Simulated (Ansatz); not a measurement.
Geometry relaxation of C₆₂N (charge +1) (part 2 of 3)

C₆₂N (defect cell, 63 atoms in the cell, total charge +1); DFT PBEsol, scalar-relativistic, plane waves, PAW, PAW set soft_1, no spin polarisation (Ansatz 0.2.0); cutoff 420 eV, 2×2×2 k-mesh, Gaussian smearing of 0.05 eV. It belongs to a series of runs on one base structure; here: end point A relaxed.

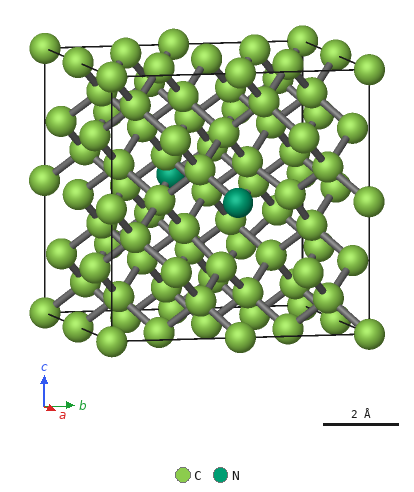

*The geometry at step 5 of the log (ball-and-stick view of the cell of the calculation, seen slightly off an axis).*

## Output, continued
```
--- Forces (eV/Å), atoms counted from 1 ---
  atom   1  C     -0.00100458     0.00100535     0.00196569
  atom   2  C     -0.00156161    -0.00043828    -0.00162415
  atom   3  C     -0.00103430    -0.00017916     0.00092255
  atom   4  C     -0.00279934    -0.00243817    -0.00438851
  atom   5  C     -0.00171629    -0.00258188    -0.00065362
  atom   6  C      0.00290288     0.00481205     0.00273745
  atom   7  C     -0.00308464     0.00012677     0.00037452
  atom   8  C      0.00356415     0.00061342    -0.00054731
  atom   9  C     -0.00174231    -0.00064817     0.00003219
  atom  10  C      0.00120842    -0.00192480    -0.00101983
  atom  11  C     -0.00259463    -0.00020615     0.00160094
  atom  12  C     -0.00118886     0.00143391    -0.00164744
  atom  13  C     -0.00067735     0.00016736     0.00205691
  atom  14  C     -0.00007643    -0.00001473    -0.00055176
  atom  15  C      0.00049647     0.00151565    -0.00189071
  atom  16  C      0.00200435    -0.00193282    -0.00114919
  atom  17  C     -0.00014502    -0.00014863    -0.00136475
  atom  18  C      0.00010933     0.00074763    -0.00029560
  atom  19  C      0.00356903    -0.00527527    -0.00015444
  atom  20  C     -0.00161991     0.00019794    -0.00165531
  atom  21  C      0.00142360    -0.00370265     0.00136751
  atom  22  C     -0.00508371     0.00423933    -0.00410293
  atom  23  C      0.01469341    -0.00299598    -0.00676792
  atom  24  C     -0.00253071     0.00307727     0.00157239
  atom  25  C     -0.00267261    -0.00267457     0.00412253
  atom  26  C      0.00100917    -0.00025168     0.00737863
  atom  27  C      0.00114017     0.00344063     0.00128635
  atom  28  C     -0.00014998     0.00191640     0.00015583
  atom  29  C      0.00254210    -0.00082676    -0.00061502
  atom  30  C     -0.00345147     0.00565162    -0.00262531
  atom  31  C     -0.01223697    -0.01643973     0.00370059
  atom  32  C     -0.00543464     0.00049056     0.00428709
  atom  33  C     -0.00072064     0.00322213    -0.00427790
  atom  34  C     -0.00121250     0.00106985     0.00076939
  atom  35  C      0.00229358    -0.00028529    -0.00133024
  atom  36  C      0.00034006    -0.00727652     0.00049930
  atom  37  C     -0.00226719     0.00804135    -0.00308804
  atom  38  C      0.00265112     0.00688012     0.00026415
  atom  39  C     -0.00319953    -0.00332513     0.00132876
  atom  40  C     -0.00217135    -0.00140435    -0.00138532
  atom  41  C     -0.00054262    -0.00012371     0.00156222
  atom  42  C     -0.00067687    -0.00087051     0.00298439
  atom  43  C     -0.00212358     0.00169044     0.00174413
  atom  44  C     -0.00016475     0.00420890    -0.00020666
  atom  45  C      0.00292574    -0.00199753    -0.00079489
  atom  46  C     -0.00401715     0.00218286     0.00046584
  atom  47  C      0.00444439    -0.00133223    -0.00163060
  atom  48  C     -0.00552834     0.00066844    -0.00059162
  atom  49  C      0.00147457    -0.00166540    -0.00281540
  atom  50  C      0.00331276    -0.00319000     0.00154497
  atom  51  C      0.00544909     0.00258810    -0.00395174
  atom  52  N      0.01894836     0.00342974     0.00667161
  atom  53  C     -0.00495393    -0.00225297     0.00834461
  atom  54  C     -0.00434433    -0.00127492     0.00025475
  atom  55  C      0.00010573    -0.00187112     0.00094538
  atom  56  C      0.00593866     0.00306109    -0.00173059
  atom  57  C     -0.00172153    -0.00063430    -0.00399286
  atom  58  C     -0.00083623     0.00261046    -0.00195112
  atom  59  C      0.00203343     0.00185088     0.00115664
  atom  60  C     -0.00063906     0.00203695     0.00031995
  atom  61  C     -0.00225552    -0.00072227    -0.00016219
  atom  62  C      0.00038721    -0.00056385    -0.00423784
  atom  63  C      0.00321234    -0.00150742     0.00078653
  max |Σ_I F_I| component: 2.97e-6 eV/Å
--- Band table (eV; the first three rows and the last of 8) ---
  k-point 0: bands = ["-8.5627", "-6.9647", "-6.2441", "-6.2438", "-6.2360", "-6.2355", "-5.9273", "-4.9306", "-4.1422", "-4.1420", "-4.0804", "-4.0800", "-4.0599", "-4.0595", "-3.9847", "-3.9798", "-3.9669", "-3.9667", "-3.3180", "-2.9442", "-2.7242", "-2.7241", "-2.2950", "-0.4178", "-0.4175", "-0.4143", "-0.3990", "-0.1656", "0.1333", "0.1335", "0.3119", "0.3121", "0.4529", "0.6532", "0.8419", "0.8424", "0.9559", "0.9559", "0.9857", "1.0295",
      "1.0296", "1.0713", "1.1470", "1.1471", "2.9919", "3.8981", "3.8992", "4.0586", "4.1399", "4.1632", "4.1661", "4.1663", "4.2771", "4.2773", "4.3687", "4.3690", "4.4787", "4.4788", "4.5230", "4.5572", "4.5576", "4.5578", "4.6199", "4.6200", "4.6334", "4.8709", "4.9010", "4.9549", "4.9551", "5.1547", "5.1547", "5.2070", "5.2676", "5.2678", "5.2973", "5.2974", "5.3278", "5.9612", "5.9687", "5.9689",
      "6.5429", "6.5431", "6.6665", "6.8588", "6.8972", "6.8974", "7.3906", "8.3184", "8.3190", "8.3726", "8.4345", "8.4347", "8.5972", "8.5974", "8.6877", "8.7078", "8.7243", "8.7243", "8.8267", "8.8268", "8.8918", "9.2296", "9.2546", "9.2552", "9.6114", "9.6119", "9.7455", "9.7988", "9.7989", "9.8634", "9.9450", "9.9455", "10.0164", "10.0185", "10.0605", "10.0608", "10.1276", "10.1279", "10.1787", "10.1793",
      "10.2827", "10.6079", "11.9866", "12.3104", "12.3109", "13.5638", "14.4466", "14.4468", "17.1893", "17.3237", "17.3240", "17.4571", "17.4573", "17.4638", "17.6783", "17.7358", "17.7360", "17.8086", "17.8087", "18.1127", "18.7983", "18.7988", "18.8609", "20.4574", "20.7059", "20.7208", "20.7211", "20.7651", "20.7652", "20.9335", "20.9338", "20.9717", "20.9727", "20.9731", "21.0689", "21.1545", "21.3053", "21.3062", "21.4088", "21.5355",
      "21.5358", "21.7158", "21.7162", "21.8649", "21.8800", "21.8803", "22.4181", "22.5854", "22.5857", "22.7105", "22.7911", "22.8449", "22.8453", "22.9078", "22.9261", "22.9265", "22.9621", "22.9626", "23.0073", "23.1486", "23.1487", "23.3016", "23.3025", "23.3676", "23.3903", "23.3906", "23.4243", "23.4384", "23.5321"]
  k-point 1: bands = ["-8.1112", "-7.8978", "-6.5469", "-5.7645", "-5.6906", "-5.6718", "-5.6581", "-5.6441", "-5.6017", "-5.2717", "-4.2920", "-3.6593", "-3.5817", "-3.5702", "-3.5379", "-3.5267", "-3.5000", "-3.4971", "-3.4190", "-2.8495", "-1.9790", "-1.6054", "-1.5930", "-1.5707", "-1.5274", "-1.4947", "-1.4748", "-0.8732", "0.2460", "0.4308", "0.4936", "0.5260", "0.5692", "0.5939", "0.6099", "0.9528", "1.2059", "1.2923", "1.3224", "1.3348",
      "1.5069", "1.6023", "1.6145", "1.9696", "2.3929", "2.4119", "2.4342", "2.5265", "2.5895", "2.7129", "2.7308", "3.7676", "3.8674", "3.9598", "4.0010", "4.0184", "4.0419", "4.1615", "4.3341", "4.3622", "4.5191", "5.2780", "5.4931", "5.5301", "5.5751", "5.5964", "5.6572", "5.7163", "5.7330", "5.7708", "6.2468", "6.2474", "6.3932", "6.4075", "6.4487", "6.5937", "6.6571", "6.9588", "7.0354", "7.1065",
      "7.1669", "7.2158", "7.2823", "7.3013", "7.3383", "7.3464", "7.3826", "7.4031", "7.4259", "7.4378", "7.4578", "7.4694", "7.4713", "7.4954", "7.8738", "8.0018", "8.0223", "8.0507", "8.1234", "8.2829", "8.3524", "8.3699", "8.7134", "8.8785", "9.3576", "9.6565", "9.6732", "9.7975", "9.8366", "9.9121", "9.9909", "10.0140", "10.0276", "10.0435", "10.0647", "10.0781", "10.1390", "10.2092", "10.6967", "10.8498",
      "10.8899", "11.0092", "11.1049", "11.1101", "11.9407", "13.0120", "13.9564", "14.1805", "17.0575", "17.1554", "18.0464", "18.4307", "19.1428", "19.3507", "19.4048", "19.4431", "19.4714", "19.4931", "19.5788", "19.5798", "19.6094", "19.6144", "19.6372", "19.7311", "19.7927", "19.8550", "19.9441", "19.9660", "19.9960", "20.0966", "20.6749", "20.7406", "20.7794", "20.8071", "20.8741", "20.9824", "21.0113", "21.0378", "21.0539", "21.0831",
      "21.1271", "21.1565", "21.3473", "21.3597", "21.4248", "21.4641", "21.5249", "21.5821", "21.7404", "21.8540", "21.9102", "21.9268", "22.0566", "22.0961", "22.2223", "22.3848", "22.4027", "22.4959", "22.6928", "22.8682", "22.8964", "22.9120", "22.9354", "22.9506", "22.9525", "22.9977", "23.0800", "23.0818", "23.1511"]
  k-point 2: bands = ["-8.1111", "-7.8979", "-6.5468", "-5.7645", "-5.6906", "-5.6719", "-5.6580", "-5.6442", "-5.6016", "-5.2717", "-4.2919", "-3.6593", "-3.5816", "-3.5702", "-3.5380", "-3.5268", "-3.5001", "-3.4972", "-3.4189", "-2.8495", "-1.9790", "-1.6053", "-1.5928", "-1.5708", "-1.5276", "-1.4946", "-1.4747", "-0.8730", "0.2457", "0.4308", "0.4933", "0.5259", "0.5693", "0.5940", "0.6101", "0.9528", "1.2059", "1.2924", "1.3222", "1.3349",
      "1.5071", "1.6024", "1.6144", "1.9696", "2.3929", "2.4118", "2.4343", "2.5266", "2.5895", "2.7128", "2.7309", "3.7676", "3.8672", "3.9598", "4.0009", "4.0184", "4.0420", "4.1615", "4.3341", "4.3623", "4.5191", "5.2782", "5.4931", "5.5303", "5.5751", "5.5965", "5.6572", "5.7163", "5.7330", "5.7707", "6.2469", "6.2470", "6.3932", "6.4075", "6.4486", "6.5936", "6.6574", "6.9586", "7.0352", "7.1065",
      "7.1668", "7.2157", "7.2825", "7.3013", "7.3382", "7.3466", "7.3826", "7.4033", "7.4258", "7.4379", "7.4579", "7.4691", "7.4712", "7.4956", "7.8738", "8.0018", "8.0222", "8.0506", "8.1235", "8.2831", "8.3525", "8.3696", "8.7135", "8.8785", "9.3577", "9.6566", "9.6728", "9.7975", "9.8366", "9.9120", "9.9908", "10.0142", "10.0277", "10.0434", "10.0650", "10.0781", "10.1392", "10.2090", "10.6967", "10.8500",
      "10.8897", "11.0093", "11.1046", "11.1103", "11.9406", "13.0119", "13.9565", "14.1805", "17.0575", "17.1553", "18.0463", "18.4305", "19.1429", "19.3506", "19.4045", "19.4432", "19.4716", "19.4933", "19.5788", "19.5797", "19.6094", "19.6144", "19.6375", "19.7310", "19.7921", "19.8551", "19.9445", "19.9666", "19.9961", "20.0962", "20.6752", "20.7403", "20.7792", "20.8072", "20.8740", "20.9825", "21.0112", "21.0375", "21.0539", "21.0831",
      "21.1272", "21.1565", "21.3474", "21.3597", "21.4249", "21.4644", "21.5251", "21.5820", "21.7402", "21.8545", "21.9098", "21.9267", "22.0569", "22.0959", "22.2227", "22.3847", "22.4029", "22.4955", "22.6930", "22.8684", "22.8967", "22.9123", "22.9351", "22.9507", "22.9526", "22.9979", "23.0794", "23.0817", "23.1511"]
  k-point 7: bands = ["-7.5415", "-6.8428", "-6.8426", "-6.8051", "-6.7781", "-6.7705", "-6.7700", "-6.4282", "-4.0511", "-2.7087", "-2.7079", "-2.6192", "-2.6183", "-2.5344", "-2.5341", "-2.5094", "-2.4850", "-2.4828", "-2.4826", "-2.4755", "-2.4753", "-2.4678", "-2.4657", "-2.4655", "-2.4620", "-2.4408", "-2.4407", "-2.4074", "-2.3747", "-2.2863", "-2.2861", "-0.3481", "1.6526", "1.8770", "1.8783", "1.9877", "2.0311", "2.0312", "2.0594", "2.0801",
      "2.1032", "2.1035", "2.1392", "2.1393", "2.1679", "2.1682", "2.1703", "2.1864", "2.1953", "2.1953", "2.2319", "2.2319", "2.5444", "2.8040", "2.8043", "4.5304", "5.6728", "5.6745", "5.8085", "5.9821", "5.9823", "6.0346", "6.0956", "6.0973", "6.0976", "6.1346", "6.1565", "6.1565", "6.1824", "6.2013", "6.2018", "6.2188", "6.2373", "6.2467", "6.2469", "6.2576", "6.2705", "6.2707", "6.2886", "6.3055",
      "6.3060", "6.3422", "6.3965", "6.3966", "6.9667", "6.9935", "6.9937", "7.5896", "7.5897", "7.8330", "7.8670", "7.8671", "8.0088", "8.0090", "8.0232", "8.0375", "8.0460", "8.0461", "8.0569", "8.0632", "8.0636", "8.0695", "8.1205", "8.1291", "8.1294", "8.1629", "8.1630", "8.2720", "9.4521", "9.6604", "9.6606", "10.3661", "10.9440", "10.9445", "11.0348", "11.0349", "11.1032", "11.1344", "11.1346", "11.1412",
      "11.1906", "11.1907", "11.2239", "11.2245", "11.2934", "13.2548", "14.2961", "14.2962", "18.2572", "18.7568", "18.7572", "18.8056", "18.8094", "18.8183", "18.8184", "18.8781", "18.8784", "18.9341", "18.9342", "18.9570", "18.9811", "18.9811", "19.0044", "19.0244", "19.0335", "19.0339", "19.3001", "19.3003", "19.3192", "19.5539", "19.5541", "19.8156", "20.4862", "20.5705", "20.5713", "20.5881", "20.5888", "20.6863", "20.6866", "20.7051",
      "20.7305", "20.7310", "20.7485", "20.8537", "20.8543", "20.9194", "20.9796", "21.1078", "21.1084", "21.1250", "21.1819", "21.1819", "21.8828", "22.1989", "22.1990", "22.4362", "23.8670", "23.9535", "23.9544", "24.0807", "24.1210", "24.1212", "24.1564", "24.1930", "24.1933", "24.2157", "24.2319", "24.2322", "24.2786"]
--- Relaxed structure (5 steps of the walk, 5 accepted, 0 SCFs on fresh bases) ---
  F+E_penalty+E_count = -15679.98222853 eV   max|allowed force component| = 1.895e-2 eV/Å
  atoms:
    - { symbol: C, position: [0.4993247931684621, -0.0005785283575785495, 4.093500452652679e-5] }
    - { symbol: C, position: [0.624426087218968, 0.12496815694813404, 0.12515264764180978] }
    - { symbol: C, position: [0.7487404758818086, 0.24914165127842394, -0.0003809228098007378] }
    - { symbol: C, position: [0.8754017481070437, 0.3781870792548301, 0.12838354416166448] }
[...]
    - { symbol: C, position: [0.7494181690028422, 0.0004816487135964132, 0.25013948964924737] }
    - { symbol: C, position: [0.8745305373912035, 0.12459951711192266, 0.3752537133801175] }
    - { symbol: C, position: [0.00010949359914951263, 0.00043496045230895187, -0.0009669205459223906] }
    - { symbol: C, position: [0.12419386773912314, 0.1250651076331835, 0.12640666612314824] }
    - { symbol: C, position: [0.2495774388863515, 0.2491734821139758, 0.001095842382262414] }
    - { symbol: C, position: [0.37367915322960416, 0.37455294955492857, 0.12640371694855632] }
    - { symbol: C, position: [0.49831887849568696, 0.49864685467298625, -0.0009666308413887164] }
    - { symbol: C, position: [0.624932349683965, 0.6256869775259716, 0.12565385585150343] }
    - { symbol: C, position: [0.7494168280639354, 0.7493357342312615, -0.001002641211819049] }
    - { symbol: C, position: [0.8730588221853122, 0.8738295601467034, 0.12564621426631267] }
    - { symbol: C, position: [0.24960073874179403, -0.00015400337716665283, 0.24946715737526687] }
    - { symbol: C, position: [0.3748338635285891, 0.12389823200729312, 0.375823778580952] }
    - { symbol: C, position: [0.4988853412164161, 0.24913692021284398, 0.2494698780805802] }
    - { symbol: C, position: [0.6276387618790114, 0.37816426257984403, 0.376116742397269] }
    - { symbol: C, position: [0.7377031694158469, 0.49337721788530275, 0.23844296951931065] }
    - { symbol: C, position: [0.49831231096134015, 0.0004332057800577163, 0.5008317446898608] }
    - { symbol: C, position: [0.6256739326243854, 0.12506865460701072, 0.6249252766029639] }
    - { symbol: C, position: [0.7525294187992972, 0.2512160045564604, 0.49958962910372573] }
    - { symbol: C, position: [0.8807119934067069, 0.373876142562667, 0.6256161288556296] }
    - { symbol: C, position: [0.748745665535388, -0.00015972008342900052, 0.7503239445719827] }
    - { symbol: C, position: [0.8750953553158979, 0.12389886847947544, 0.8755648877068345] }
    - { symbol: C, position: [-0.000883975669689897, 0.4996292748773758, 0.0005328680864797872] }
    - { symbol: C, position: [0.12057225549752988, 0.6233588232960225, 0.12834335128982735] }
    - { symbol: C, position: [0.24960610468185584, 0.7500003228305164, -0.0003980175326116925] }
    - { symbol: C, position: [0.3737737569676734, 0.8743211098972871, 0.12514439542460695] }
    - { symbol: C, position: [-0.001128002521649449, 0.25123133546242465, 0.25326428956925123] }
    - { symbol: C, position: [0.12489152141588018, 0.37393306788210406, 0.3814913728584162] }
    - { symbol: C, position: [0.24753496694277952, 0.499915169481457, 0.25323451795914026] }
    - { symbol: C, position: [0.37415866130604836, 0.6242129085535595, 0.3752595450970376] }
    - { symbol: C, position: [0.4982849752364764, 0.7493333458103609, 0.25013503672478943] }
    - { symbol: C, position: [0.6249190995876632, 0.8738301712048846, 0.37378662284452596] }
    - { symbol: C, position: [-0.0008845119309207703, -0.001071685337615815, 0.49984219083419684] }
    - { symbol: C, position: [0.1250679458152495, 0.12269951383828005, 0.6258080111177277] }
    - { symbol: C, position: [0.251374347642697, 0.2473504598711911, 0.501563978276575] }
    - { symbol: C, position: [0.3760368270783508, 0.3736722971712953, 0.6257940445291382] }
    - { symbol: C, position: [0.4998466465574044, 0.4996279305527522, 0.49984979363091037] }
    - { symbol: C, position: [0.6276456103931306, 0.6233657110259341, 0.6212911989120558] }
    - { symbol: C, position: [0.7377158632652844, 0.7610402056121185, 0.5060865446516958] }
    - { symbol: C, position: [0.8753930969174385, 0.8711017309244924, 0.6212849682319012] }
    - { symbol: C, position: [0.2495718239584582, -0.0016418230769097676, 0.7503016643830104] }
```
